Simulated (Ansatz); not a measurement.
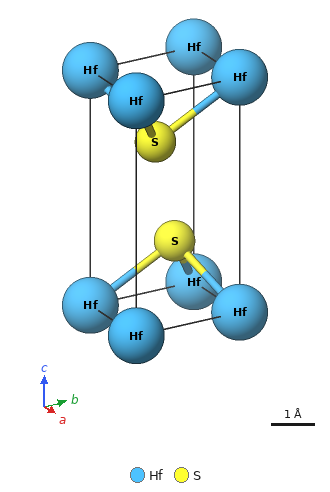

Figure 1. The structure as given in the input (ball-and-stick view of the cell of the calculation, seen slightly off an axis). An atom can appear more than once, as a periodic image.

Band-structure calculation of HfS$_{2}$ (part 1 of 2)

The run: band-structure calculation of HfS$_{2}$ (3 atoms in the cell). Method and program: DFT, r2SCAN with spin-orbit coupling, plane waves, PAW (Ansatz 0.2.0).

The structure was built on a prototype by a generator. The geometry comes from this level: r2scan-rvv10 (a point of a series of strains). It belongs to a series of runs on one base structure; here: uniaxial_z strain -3.0%.

## What the program printed
```
scf.n_extra_bands = 8 over 38 filled bands (N_el = 38.0): the run solves 46 bands
Engine: ansatz 0.2.0, x86_64-unknown-linux-gnu
Pseudopotentials: kind: paw_fr
Pseudopotential: Hf, paw_fr, valence charge 26, recommended cutoff 500 eV (meta_gga), Hf.paw.azcp#standard-fr
Pseudopotential: S, paw_fr, valence charge 6, recommended cutoff 500 eV (meta_gga), S.paw.azcp#standard-fr
Functional definition: r2SCAN
  parameter k0 = 0.174
  parameter k1 = 0.065
  parameter a1 = 4.9479
  exchange = r2scan_x(k0 = k0, k1 = k1, a1 = a1)
  correlation = r2scan_c
non-collinear run that drives no moment, with spin-orbit: no starting moment large enough to seed its density (crystal.atoms[].spin), no starting occupations that ask for one, no magnetisation constraint and no magnetic field, so the semilocal B_xc is pinned to zero
Crystal: 3 atoms, lattice volume = 65.079 Å³
Basis set: ecut = 500 eV, 1677 PW (Γ), exchange–correlation on 108×108×180 points (64 copies of the dense FFT grid, shifted against one another)
Bands: 46, of which v1, the nominal top of the filled ones, is band 38 counted from 1 (37 counted from 0)
Symmetry: 12 space group operations + 12 with time reversal
Magnetic group: BNS 164.86 (UNI 1316), of the structure as read, at distance tolerance 4.0e-5 Å
k-points: 69 of 576
Projection manifold: j_resolved (fully-relativistic pseudo-atomic orbitals)
Non-local potential: Hf, projectors of the file, l = 0: 3, l = 1: 4, l = 2: 4, l = 3: 6
Non-local potential: S, projectors of the file, l = 0: 2, l = 1: 4, l = 2: 4
PAW form: soft (Blöchl's): semilocal exchange-correlation on the pseudo side does not see the compensation charge
PAW frozen core: Hf, regenerated for the run's functional (the file was generated under x = pbe(κ = 0.804, μ = 0.2195149727645171), c = pbe(β = 0.06672455060314922))
PAW frozen core: S, regenerated for the run's functional (the file was generated under x = pbe(κ = 0.804, μ = 0.2195149727645171), c = pbe(β = 0.06672455060314922))
PAW one-centre angular grid: Hf, 974 points (default); XC on 224 Gauss nodes
PAW one-centre angular grid: S, 302 points (default); XC on 160 Gauss nodes
Initial density: superposition of atomic densities (chi_scale 0.1, normalization cell, long waves kept (reshape's long-wave potential 0.06 eV rms))
Initial wavefunctions: pseudopotential atomic-orbital guess
Functional: x = r2scan, c = r2scan; τ floored in thin density (d = 2e-4 eV/Å³)
SCF iter   1: F=—  HF=-17525.103028 eV  |F-HF|=—  |Δ(HF+E_count)|=         —  Δρ=5.98e-2  dr2=6.42e0  dr2_τ=3.14e-2  dr2_m=0.00e0 (ungated)  ethr=3.10e-3  |M|=0.00e0 ∫|m|=0.00e0 μB  |m|>n=0.0e0 m-floor=0.0e0 τ_xc=0.0e0  β_m=0.30  ⟨swp⟩=6.6  Hψ=7019  notcnv=0
preconditioner: auto → Resta (q_TF=auto, 2.494 Å⁻¹)  ε∞=4.9  [insulator: Δε(μ)=0.450 eV  Ē_g=12.783 eV  σ=0.020 eV  W_gap=1.00  n_scr=22 (ndim 8)  ℏωp=25.2 eV  f_vac=0.015  D(μ)=0.00/eV (n_scr^D=0)  ε∞_Penn≈4.9]
spin=Noncollinear: Resta preconditioning applied to the charge; magnetization (m_x, m_y, m_z) channels mix plain (no charge-response kernel on spin).
SCF iter   2: F=—  HF=-17524.236964 eV  |F-HF|=—  |Δ(HF+E_count)|=   8.66e-1  Δρ=3.57e-2  dr2=1.78e0  dr2_τ=8.23e-3  dr2_m=0.00e0 (ungated)  ethr=3.10e-3  |M|=0.00e0 ∫|m|=0.00e0 μB  |m|>n=0.0e0 m-floor=0.0e0 τ_xc=0.0e0  β_m=0.44  ⟨swp⟩=4.0  Hψ=3366  notcnv=0  defer=136
SCF iter   3: F=—  HF=-17523.946519 eV  |F-HF|=—  |Δ(HF+E_count)|=   2.90e-1  Δρ=1.51e-2  dr2=2.10e-1  dr2_τ=3.62e-3  dr2_m=0.00e0 (ungated)  ethr=3.10e-3  |M|=0.00e0 ∫|m|=0.00e0 μB  |m|>n=0.0e0 m-floor=0.0e0 τ_xc=0.0e0  β_m=0.51  ⟨swp⟩=2.7  Hψ=2206  notcnv=0  defer=136
SCF iter   4: F=—  HF=-17523.942291 eV  |F-HF|=—  |Δ(HF+E_count)|=   4.23e-3  Δρ=6.02e-3  dr2=2.33e-2  dr2_τ=3.13e-4  dr2_m=0.00e0 (ungated)  ethr=5.53e-4  |M|=0.00e0 ∫|m|=0.00e0 μB  |m|>n=0.0e0 m-floor=0.0e0 τ_xc=0.0e0  β_m=0.61  ⟨swp⟩=3.6  Hψ=2891  notcnv=0  defer=148
SCF iter   5: F=—  HF=-17523.946052 eV  |F-HF|=—  |Δ(HF+E_count)|=   3.76e-3  Δρ=1.76e-3  dr2=2.14e-3  dr2_τ=4.83e-5  dr2_m=0.00e0 (ungated)  ethr=6.13e-5  |M|=0.00e0 ∫|m|=0.00e0 μB  |m|>n=0.0e0 m-floor=0.0e0 τ_xc=0.0e0  β_m=0.70  ⟨swp⟩=2.0  Hψ=2781  notcnv=0  defer=148
SCF iter   6: F=—  HF=-17523.946413 eV  |F-HF|=—  |Δ(HF+E_count)|=   3.61e-4  Δρ=4.99e-4  dr2=2.46e-4  dr2_τ=5.42e-6  dr2_m=0.00e0 (ungated)  ethr=5.63e-6  |M|=0.00e0 ∫|m|=0.00e0 μB  |m|>n=0.0e0 m-floor=0.0e0 τ_xc=0.0e0  β_m=0.84  ⟨swp⟩=2.0  Hψ=2718  notcnv=0  defer=148
SCF iter   7: F=—  HF=-17523.946430 eV  |F-HF|=—  |Δ(HF+E_count)|=   1.74e-5  Δρ=1.34e-4  dr2=2.01e-5  dr2_τ=9.41e-8  dr2_m=0.00e0 (ungated)  ethr=6.47e-7  |M|=0.00e0 ∫|m|=0.00e0 μB  |m|>n=0.0e0 m-floor=0.0e0 τ_xc=0.0e0  β_m=0.92  ⟨swp⟩=2.0  Hψ=2824  notcnv=0  defer=148
SCF iter   8: F=—  HF=-17523.946362 eV  |F-HF|=—  |Δ(HF+E_count)|=   6.86e-5  Δρ=2.80e-5  dr2=6.26e-7  dr2_τ=1.72e-8  dr2_m=0.00e0 (ungated)  ethr=5.29e-8  |M|=0.00e0 ∫|m|=0.00e0 μB  |m|>n=0.0e0 m-floor=0.0e0 τ_xc=0.0e0  β_m=0.96  ⟨swp⟩=2.0  Hψ=2564  notcnv=0  defer=148
SCF iter   9: F=-17523.946362 eV  HF=-17523.946362 eV  |F-HF|=1.06e-8  |Δ(HF+E_count)|=   2.90e-7  Δρ=6.46e-6  dr2=3.24e-8  dr2_τ=1.04e-9  dr2_m=0.00e0 (ungated)  ethr=2.63e-10  |M|=0.00e0 ∫|m|=0.00e0 μB  |m|>n=0.0e0 m-floor=0.0e0 τ_xc=0.0e0  ⟨swp⟩=17.2  Hψ=15968  notcnv=0
SCF 1 converged in 9 iterations: F = -17523.946362 eV  dr2 = 3.24e-8
  greatest PAW one-centre occupation: 0.998 electrons in one spin orbital (limit 2), on the Hf atom at site 0 (counted from 0), in its partial waves of l = 3
```

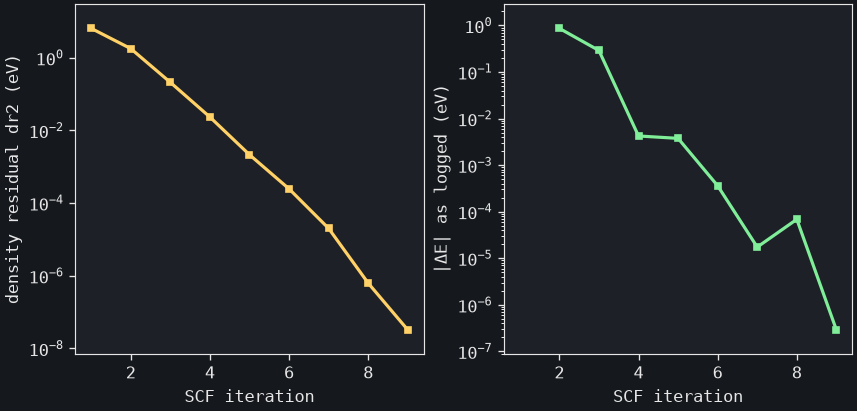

Figure 2. Convergence of the self-consistent field: density residual dr2 and size of the energy change against the SCF iteration. The residual falls at every step.

```
NSCF: frozen V_eff on 8 k-points
SCF converged after 9 iterations
Magnetization: |M| = 0.0000 μB,  M = (+0.0000, +0.0000, +0.0000) μB
Absolute magnetization: 0.0000 μB (∫|m|)
  site 0: m = (+0.0000, +0.0000, +0.0000) μB, |m| = 0.0000 μB  (R = 1.05 Å)
  site 1: m = (+0.0000, +0.0000, +0.0000) μB, |m| = 0.0000 μB  (R = 1.05 Å)
  site 2: m = (+0.0000, +0.0000, +0.0000) μB, |m| = 0.0000 μB  (R = 1.05 Å)
Free energy (F): -17523.946362 eV
Harris-Foulkes:  -17523.946362 eV  (|F-HF|=1.06e-8)
Internal energy: -17523.946362 eV  (E = F + TS)
E sigma→0 (E₀):  -17523.946362 eV
Fermi energy:    10.086475 eV
--- Per-component energies (eV) ---
  E_band       = -216.439154
  E_kinetic    = 635.231946
  E_local      = -7972.319271  (includes V_loc(G=0)·N_el)
  E_nonlocal   = -1193.035667
  E_hartree    = 3679.415378
  E_xc         = -467.049657
  E_vxc        = -482.401717  (∫ρ·V_xc dr)
  E_paw        = -8143.673077  (= ΣΔE_a)
  E_vpaw       = 1414.216089  (= ΣTr[D̂ρ^β])
  E_aug_tail   = 0.000001  (compensation charges beyond the density's cutoff)
  E_vtau       = 23.042555  (kinetic-family band-sum trace: ∫τ·v_τ [+ j·A + Jᵃ·Aᵃ] dr)
  E_ewald      = -4062.614177
  E_core_change = 0.098161  (= ΣΔE_core)
  E_smearing   = -0.000000  (= −TS)
  E_closure    = -0.000000  (closes the sum)
  Σ components = -17523.946362   (vs F -17523.946362, Δ=0.00e0)
--- Forces (eV/Å), atoms counted from 1 ---
  atom   1  Hf    -0.00000000    -0.00000000     0.00000000
  atom   2  S     -0.00000000     0.00000000    -0.05163390
  atom   3  S      0.00000000     0.00000000     0.05163390
  max |Σ_I F_I| component: 9.25e-18 eV/Å
--- Stress (GPa, compression-positive) ---
        1.182778       0.000000       0.000000
        0.000000       1.182778      -0.000000
        0.000000      -0.000000       2.330145
  P = ⅓ Tr σ = 1.5652 GPa (15.652 kbar)
--- Band table (eV; the first three rows and the last of 69) ---
  k-point 0: bands = ["-54.3432", "-54.3432", "-27.9679", "-27.9679", "-20.2847", "-20.2847", "-20.1833", "-20.1833", "-4.5021", "-4.5021", "-3.7732", "-3.7732", "-3.7215", "-3.7215", "-3.7214", "-3.7214", "-2.6724", "-2.6724", "-1.9786", "-1.9786", "-1.9685", "-1.9685", "-1.9685", "-1.9685", "-1.8267", "-1.8267", "4.2842", "4.2842", "6.2676", "6.2676", "6.2999", "6.2999", "9.0759", "9.0759", "9.2362", "9.2362", "9.4989", "9.4989", "11.5185", "11.5185", "11.5650", "11.5650", "12.3506", "12.3506", "14.9357", "14.9357"]
  k-point 1: bands = ["-54.3432", "-54.3432", "-27.9679", "-27.9679", "-20.2849", "-20.2849", "-20.1833", "-20.1833", "-4.3657", "-4.3657", "-3.7804", "-3.7804", "-3.7215", "-3.7215", "-3.7214", "-3.7214", "-2.8684", "-2.8684", "-1.9787", "-1.9787", "-1.9686", "-1.9686", "-1.9685", "-1.9685", "-1.8726", "-1.8726", "4.8391", "4.8391", "6.2967", "6.2967", "6.3297", "6.3297", "8.4935", "8.4935", "9.0048", "9.0048", "9.1368", "9.1368", "11.5034", "11.5034", "11.5317", "11.5317", "12.5364", "12.5364", "15.2165", "15.2165"]
  k-point 2: bands = ["-54.3432", "-54.3432", "-27.9679", "-27.9679", "-20.2852", "-20.2852", "-20.1832", "-20.1832", "-4.1741", "-4.1741", "-3.8021", "-3.8021", "-3.7215", "-3.7215", "-3.7215", "-3.7215", "-3.1117", "-3.1117", "-1.9789", "-1.9789", "-1.9689", "-1.9689", "-1.9685", "-1.9685", "-1.9036", "-1.9036", "5.7284", "5.7284", "6.3270", "6.3270", "6.3610", "6.3610", "7.3157", "7.3157", "8.9068", "8.9068", "9.0401", "9.0401", "11.4784", "11.4784", "11.4981", "11.4981", "12.6150", "12.6150", "15.5316", "15.5316"]
  k-point 68: bands = ["-54.3353", "-54.3353", "-28.0090", "-28.0090", "-20.3663", "-20.3663", "-20.3019", "-20.3019", "-3.7566", "-3.7566", "-3.7286", "-3.7286", "-3.7236", "-3.7236", "-2.9285", "-2.9285", "-2.7699", "-2.7699", "-1.9739", "-1.9739", "-1.9696", "-1.9696", "-1.9404", "-1.9404", "-1.8988", "-1.8988", "5.2451", "5.2451", "5.4460", "5.4460", "5.4952", "5.4952", "6.8829", "6.8829", "7.4386", "7.4386", "7.4486", "7.4486", "12.3931", "12.3931", "12.8837", "12.8837", "13.1309", "13.1309", "15.9526", "15.9526"]
```

## File rho_z.tsv
```
# z_ang	rho[e/angstrom^3]	m_x[e/angstrom^3]	m_y[e/angstrom^3]	m_z[e/angstrom^3]	m_norm[e/angstrom^3]
# format = ansatz-planar-average/11
# lattice	3.630295958	-0.000000000	0.000000000
# lattice	-1.815147979	3.143928523	0.000000000
# lattice	0.000000000	0.000000000	5.702007406
# sites	3
# site	72	0.000000000	0.000000000	0.000000000
# site	16	0.000000000	2.095952349	1.431704655
# site	16	1.815147979	1.047976174	4.270302751
0.000000	2.406195e0	0.000000e0	0.000000e0	0.000000e0	0.000000e0
0.126711	2.261819e0	0.000000e0	0.000000e0	0.000000e0	0.000000e0
0.253423	1.885274e0	0.000000e0	0.000000e0	0.000000e0	0.000000e0
0.380134	1.412630e0	0.000000e0	0.000000e0	0.000000e0	0.000000e0
0.506845	9.842785e-1	0.000000e0	0.000000e0	0.000000e0	0.000000e0
0.633556	6.820829e-1	0.000000e0	0.000000e0	0.000000e0	0.000000e0
0.760268	5.142526e-1	0.000000e0	0.000000e0	0.000000e0	0.000000e0
0.886979	4.417012e-1	0.000000e0	0.000000e0	0.000000e0	0.000000e0
1.013690	4.153574e-1	0.000000e0	0.000000e0	0.000000e0	0.000000e0
1.140401	4.008552e-1	0.000000e0	0.000000e0	0.000000e0	0.000000e0
1.267113	3.848513e-1	0.000000e0	0.000000e0	0.000000e0	0.000000e0
1.393824	3.681031e-1	0.000000e0	0.000000e0	0.000000e0	0.000000e0
1.520535	3.539887e-1	0.000000e0	0.000000e0	0.000000e0	0.000000e0
1.647247	3.406305e-1	0.000000e0	0.000000e0	0.000000e0	0.000000e0
1.773958	3.209198e-1	0.000000e0	0.000000e0	0.000000e0	0.000000e0
1.900669	2.885157e-1	0.000000e0	0.000000e0	0.000000e0	0.000000e0
2.027380	2.435249e-1	0.000000e0	0.000000e0	0.000000e0	0.000000e0
2.154092	1.927353e-1	0.000000e0	0.000000e0	0.000000e0	0.000000e0
2.280803	1.449376e-1	0.000000e0	0.000000e0	0.000000e0	0.000000e0
2.407514	1.061970e-1	0.000000e0	0.000000e0	0.000000e0	0.000000e0
2.534226	7.844435e-2	0.000000e0	0.000000e0	0.000000e0	0.000000e0
2.660937	6.099501e-2	0.000000e0	0.000000e0	0.000000e0	0.000000e0
2.787648	5.263800e-2	0.000000e0	0.000000e0	0.000000e0	0.000000e0
2.914359	5.263800e-2	0.000000e0	0.000000e0	0.000000e0	0.000000e0
3.041071	6.099501e-2	0.000000e0	0.000000e0	0.000000e0	0.000000e0
3.167782	7.844435e-2	0.000000e0	0.000000e0	0.000000e0	0.000000e0
3.294493	1.061970e-1	0.000000e0	0.000000e0	0.000000e0	0.000000e0
3.421204	1.449376e-1	0.000000e0	0.000000e0	0.000000e0	0.000000e0
3.547916	1.927353e-1	0.000000e0	0.000000e0	0.000000e0	0.000000e0
3.674627	2.435249e-1	0.000000e0	0.000000e0	0.000000e0	0.000000e0
3.801338	2.885157e-1	0.000000e0	0.000000e0	0.000000e0	0.000000e0
3.928050	3.209198e-1	0.000000e0	0.000000e0	0.000000e0	0.000000e0
4.054761	3.406305e-1	0.000000e0	0.000000e0	0.000000e0	0.000000e0
4.181472	3.539887e-1	0.000000e0	0.000000e0	0.000000e0	0.000000e0
4.308183	3.681031e-1	0.000000e0	0.000000e0	0.000000e0	0.000000e0
4.434895	3.848513e-1	0.000000e0	0.000000e0	0.000000e0	0.000000e0
```
